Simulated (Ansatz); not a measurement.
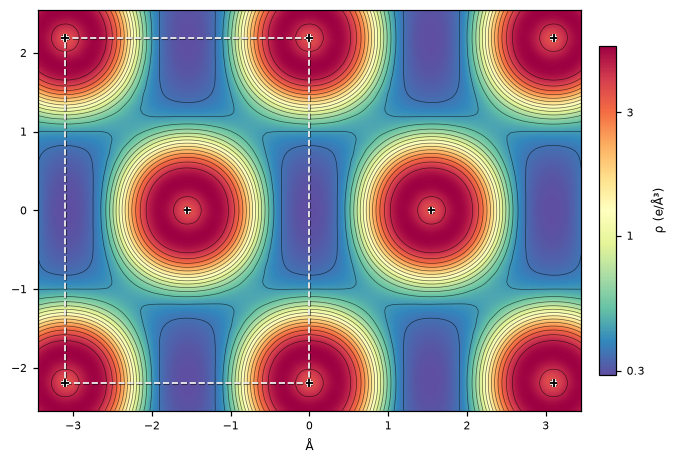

The valence pseudo-density on a plane through atoms (crosses mark nuclei in the plane).

The calculation used Ansatz, Kohn-Sham DFT of a periodic cell, PBEsol, Ansatz PAW.

Candidates:
A. W, a = 3.10 Å, b = 3.10 Å, c = 3.10 Å, α = 90.00°, β = 90.00°, γ = 90.00°. Space group Im-3m; computed pressure about 18 GPa in this cell.
B. SiO$_{2}$, a = 4.23 Å, b = 4.23 Å, c = 2.69 Å, α = 90.00°, β = 90.00°, γ = 90.00°. Space group P4₂/mnm; a structure from a database of computed crystals, not necessarily the ambient phase; computed pressure about −7 GPa in this cell.

> Which candidate gave the map?

Candidate A: W on the (11̄0) plane of the conventional cell, which holds W. W–W (2.68 Å): ρ at the midpoint is about 0.45 e/Å³.
